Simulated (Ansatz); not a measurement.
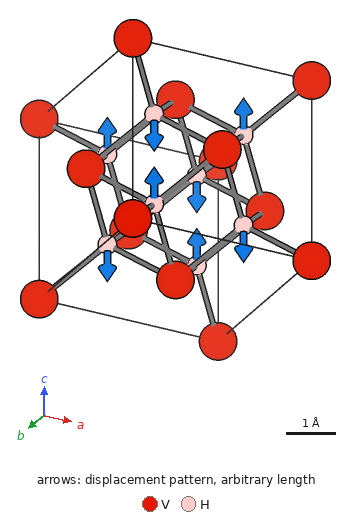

Phonons of crystalline VH2 at 1.02 times its rest volume, space group Fm-3m (No. 225), at the zone centre. The optical levels lie at 1168 (×3), 1351 (×3) cm⁻¹. One mode is drawn. The blue arrows give the relative displacements of the atoms. Style: ball-and-stick. Shown: the conventional cell (4 times the calculation's cell), from a free direction. Lengths and directions refer to the drawn axes.

Theory: Ansatz 0.2.0, DFT PBEsol, scalar-relativistic, plane waves, PAW. (plane-wave cutoff 420 eV; k-point mesh 18 × 18 × 18; occupations fermi dirac; smearing width 0.15 eV; no spin polarisation)

The frequencies depend somewhat on the k-mesh and the smearing.

To which level does it belong?

The level at 1351 cm⁻¹. This is the T₂g mode (triply degenerate; one member of the set is drawn), the highest optical level, Raman-active by symmetry. The V atoms stay at rest; all motion is along c; atoms of one kind move against one another, with no net shift of their sublattice.
